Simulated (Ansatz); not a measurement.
# GaN: a changed input and its effect

System: GaN (R3m, 2 atoms in the cell).
Method of run A: DFT, r2SCAN, plane waves, PAW, no spin polarisation (Ansatz 0.2.0).

The structure was built on a prototype by a generator. The geometry comes from this level: r2SCAN (a point of a series of strains). Text and figures count atoms from 1; the logs count them from 0 in places.

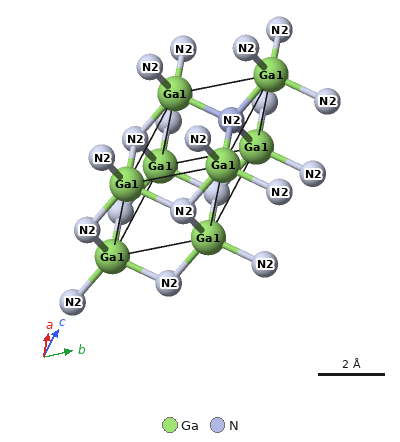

**Figure 1.** The structure (ball-and-stick view of the reduced cell, seen at an oblique angle; neighbours outside the cell are drawn fainter; atoms are numbered from 1 in the order of the input). Near neighbours in the crystal (not all of them lie inside the picture): Ga has 4 N at 1.95 to 1.97 Å; N has 4 Ga at 1.95 to 1.97 Å.

## Input, run A
```yaml
crystal:
  lattice:
    - [0.0224895254, 2.271442069, 2.271442069]
    - [2.271442069, 0.0224895254, 2.271442069]
    - [2.271442069, 2.271442069, 0.0224895254]
  atoms:
    - { symbol: Ga, position: [0.0006617303, 0.0006617303, 0.0006617303] }
    - { symbol: "N", position: [0.2493382697, 0.2493382697, 0.2493382697] }
kpoints:
  mp_grid: { grid: [10, 10, 10] }
  band_path:
    path:
      - [0.0, 0.0, 0.0]
      - [-0.5, -0.5, 0.0]
      - [-0.375, -0.375, 0.25]
      - [-0.375, 0.0, 0.375]
      - [0.0, 0.0, 0.5]
      - [-0.5, -0.25, 0.25]
    npoints: 1
hamiltonian:
  xc: r2scan
scf:
  occupations: { method: fixed }
  n_extra_bands: 4
output:
  forces: true
  stress: true
  eigenvalues: true
```

Hardware: 2 threads of an Arm (aarch64) CPU, shared host.

## Output, shortened to warnings, some set-up lines, iterations and results (run A)
```
Basis set: ecut = 500 eV, 579 PW (Γ), exchange–correlation on 96×96×96 points (64 copies of the dense FFT grid, shifted against one another)
Symmetry: 6 space group operations
k-points: 116 of 1000 (time reversal used)
Initial density: superposition of atomic densities (neutral atoms: chi_scale 0, normalization atom), corrected by the library's trained network
[...]
SCF iter   1: F=—  HF=-4176.336235 eV  |F-HF|=—  |Δ(HF+E_count)|=         —  Δρ=1.23e-2  dr2=1.33e-2  dr2_τ=9.07e-2  ethr=1.77e-3  ⟨swp⟩=4.4  Hψ=6914  notcnv=0  defer=154
SCF iter   2: F=—  HF=-4176.366477 eV  |F-HF|=—  |Δ(HF+E_count)|=   3.02e-2  Δρ=4.51e-3  dr2=2.94e-3  dr2_τ=1.07e-4  ethr=7.38e-5  ⟨swp⟩=2.2  Hψ=3732  notcnv=0  defer=232
SCF iter   3: F=—  HF=-4176.366559 eV  |F-HF|=—  |Δ(HF+E_count)|=   8.23e-5  Δρ=3.13e-3  dr2=7.42e-4  dr2_τ=6.31e-5  ethr=1.63e-5  ⟨swp⟩=2.1  Hψ=2677  notcnv=0  defer=232
SCF iter   4: F=—  HF=-4176.366653 eV  |F-HF|=—  |Δ(HF+E_count)|=   9.35e-5  Δρ=7.65e-4  dr2=1.06e-4  dr2_τ=3.17e-5  ethr=4.12e-6  ⟨swp⟩=3.0  Hψ=2784  notcnv=0  defer=232
SCF iter   5: F=—  HF=-4176.366642 eV  |F-HF|=—  |Δ(HF+E_count)|=   1.12e-5  Δρ=1.44e-4  dr2=4.61e-6  dr2_τ=2.52e-7  ethr=5.88e-7  ⟨swp⟩=2.1  Hψ=2045  notcnv=0  defer=34
SCF iter   6: F=—  HF=-4176.366642 eV  |F-HF|=—  |Δ(HF+E_count)|=   5.92e-7  Δρ=9.73e-5  dr2=2.13e-6  dr2_τ=1.19e-7  ethr=2.56e-8  ⟨swp⟩=2.0  Hψ=2231  notcnv=0
SCF iter   7: F=—  HF=-4176.366642 eV  |F-HF|=—  |Δ(HF+E_count)|=   2.91e-7  Δρ=4.61e-5  dr2=4.81e-7  dr2_τ=5.08e-9  ethr=1.18e-8  ⟨swp⟩=1.0  Hψ=1510  notcnv=0
SCF iter   8: F=-4176.366642 eV  HF=-4176.366642 eV  |F-HF|=1.35e-8  |Δ(HF+E_count)|=   8.72e-8  Δρ=9.46e-6  dr2=2.14e-8  dr2_τ=1.71e-10  ethr=5.56e-10  ⟨swp⟩=3.9  Hψ=7029  …
SCF 1 converged in 8 iterations: F = -4176.366642 eV  dr2 = 2.14e-8
NSCF: frozen V_eff on 6 k-points
SCF converged after 8 iterations
Free energy (F): -4176.366642 eV
Harris-Foulkes:  -4176.366642 eV  (|F-HF|=1.35e-8)
Internal energy: -4176.366642 eV  (E = F + TS)
E sigma→0 (E₀):  -4176.366642 eV
Fermi energy:    9.273069 eV
--- Per-component energies (eV) ---
  E_band       = -18.657116
  E_kinetic    = 246.443949
  E_local      = -1960.131237  (includes V_loc(G=0)·N_el)
  E_nonlocal   = 476.329222
  E_hartree    = 903.231115
  E_xc         = -121.530738
  E_vxc        = -143.308132  (∫ρ·V_xc dr)
  E_paw        = -2137.258453  (= ΣΔE_a)
  E_vpaw       = -452.292542  (= ΣTr[D̂ρ^β])
  E_aug_tail   = -0.000022  (compensation charges beyond the density's cutoff)
  E_vtau       = 7.841054  (kinetic-family band-sum trace: ∫τ·v_τ [+ j·A + Jᵃ·Aᵃ] dr)
  E_ewald      = -1582.767844
  E_core_change = -0.682634  (= ΣΔE_core)
  E_smearing   = -0.000000  (= −TS)
  E_closure    = -0.000000  (closes the sum)
  Σ components = -4176.366642   (vs F -4176.366642, Δ=0.00e0)
--- Forces (eV/Å), atoms counted from 1 ---
  atom   1  Ga    -0.00043798    -0.00043798    -0.00043798
  atom   2  N      0.00044291     0.00044291     0.00044291
  max |Σ_I F_I| component: 4.93e-6 eV/Å
--- Stress (GPa, compression-positive) ---
       -2.829583      -1.589040      -1.589040
       -1.589040      -2.829583      -1.589040
       -1.589040      -1.589040      -2.829583
  P = ⅓ Tr σ = -2.8296 GPa (-28.296 kbar)
```

For run B the input was changed thus:
```diff
-  xc: r2scan
+  xc: pbe
-  occupations: { method: fixed }
+  occupations: { method: fermi_dirac, width: 0.02 }
```

What does this change do to the results?

The total energies belong to different methods, so their difference says nothing on which is more stable or more accurate. The gap on the mesh goes from 2.03 to 1.62 eV. The pressure goes from −2.83 to 3.36 GPa. The functional changes from r2SCAN to PBE. The SCF takes 6 iterations against 8. The default cutoff goes from 500 to 420 eV with the change. The plane waves at Γ go from 579 to 459.

## Output, shortened to warnings, some set-up lines, iterations and results (run B)
```
Basis set: ecut = 420 eV, 459 PW (Γ), exchange–correlation on 48×48×48 points (8 copies of the dense FFT grid, shifted against one another)
Symmetry: 6 space group operations
k-points: 116 of 1000 (time reversal used)
Initial density: superposition of atomic densities (neutral atoms: chi_scale 0, normalization atom), corrected by the library's trained network
[...]
SCF iter   1: F=—  HF=-4167.899985 eV  |F-HF|=—  |Δ(HF+E_count)|=         —  Δρ=6.48e-4  dr2=3.66e-5  ethr=1.77e-3  ⟨swp⟩=5.0  Hψ=8064  notcnv=0
SCF iter   2: F=—  HF=-4167.900276 eV  |F-HF|=—  |Δ(HF+E_count)|=   2.91e-4  Δρ=3.53e-4  dr2=1.08e-5  ethr=2.03e-7  ⟨swp⟩=2.7  Hψ=3652  notcnv=0
SCF iter   3: F=—  HF=-4167.900321 eV  |F-HF|=—  |Δ(HF+E_count)|=   4.47e-5  Δρ=1.16e-4  dr2=1.14e-6  ethr=5.98e-8  ⟨swp⟩=2.0  Hψ=2537  notcnv=0
SCF iter   4: F=—  HF=-4167.900325 eV  |F-HF|=—  |Δ(HF+E_count)|=   4.22e-6  Δρ=2.61e-5  dr2=9.75e-8  ethr=6.33e-9  ⟨swp⟩=2.0  Hψ=2552  notcnv=0
SCF iter   5: F=-4167.900325 eV  HF=-4167.900325 eV  |F-HF|=1.74e-8  |Δ(HF+E_count)|=   5.03e-8  Δρ=1.08e-5  dr2=9.94e-9  ethr=5.42e-10  ⟨swp⟩=2.0  Hψ=2552  notcnv=0
SCF iter   6: F=-4167.900325 eV  HF=-4167.900325 eV  |F-HF|=1.80e-10  |Δ(HF+E_count)|=   1.93e-8  Δρ=2.16e-6  dr2=4.25e-10  ethr=5.52e-11  ⟨swp⟩=1.5  Hψ=4609  notcnv=0
SCF 1 converged in 6 iterations: F = -4167.900325 eV  dr2 = 4.25e-10
NSCF: frozen V_eff on 6 k-points
SCF converged after 6 iterations
Free energy (F): -4167.900325 eV
Harris-Foulkes:  -4167.900325 eV  (|F-HF|=1.80e-10)
Internal energy: -4167.900325 eV  (E = F + TS)
E sigma→0 (E₀):  -4167.900325 eV
Fermi energy:    10.366741 eV
--- Per-component energies (eV) ---
  E_band       = -7.789204
  E_kinetic    = 246.761260
  E_local      = -1956.860790  (includes V_loc(G=0)·N_el)
  E_nonlocal   = 474.284147
  E_hartree    = 899.641176
  E_xc         = -128.684775
  E_vxc        = -133.983506  (∫ρ·V_xc dr)
  E_paw        = -2120.273595  (= ΣΔE_a)
  E_vpaw       = -437.272018  (= ΣTr[D̂ρ^β])
  E_aug_tail   = 0.000096  (compensation charges beyond the density's cutoff)
  E_ewald      = -1582.767844
  E_smearing   = -0.000000  (= −TS)
  E_closure    = 0.000000  (closes the sum)
  Σ components = -4167.900325   (vs F -4167.900325, Δ=0.00e0)
--- Forces (eV/Å), atoms counted from 1 ---
  atom   1  Ga     0.00644705     0.00644705     0.00644705
  atom   2  N     -0.00644620    -0.00644620    -0.00644620
  max |Σ_I F_I| component: 8.51e-7 eV/Å
--- Stress (GPa, compression-positive) ---
        3.356474      -1.520862      -1.520862
       -1.520862       3.356474      -1.520862
       -1.520862      -1.520862       3.356474
  P = ⅓ Tr σ = 3.3565 GPa (33.565 kbar)
```

## The two runs side by side

| quantity | run A | run B |
| --- | --- | --- |
| outcome | converged | converged |
| free energy per atom (eV) | −2088.1833 | −2083.9502 |
| gap on the mesh (eV) | 2.03 | 1.62 |
| pressure (GPa) | −2.83 | 3.36 |
| largest force (eV/Å) | 0.001 | 0.011 |
| SCF iterations | 8 | 6 |
| irreducible k-points | 116 | 116 |
| plane waves at Γ | 579 | 459 |
| wall time (shared host) | 9.2 s | 4.3 s |
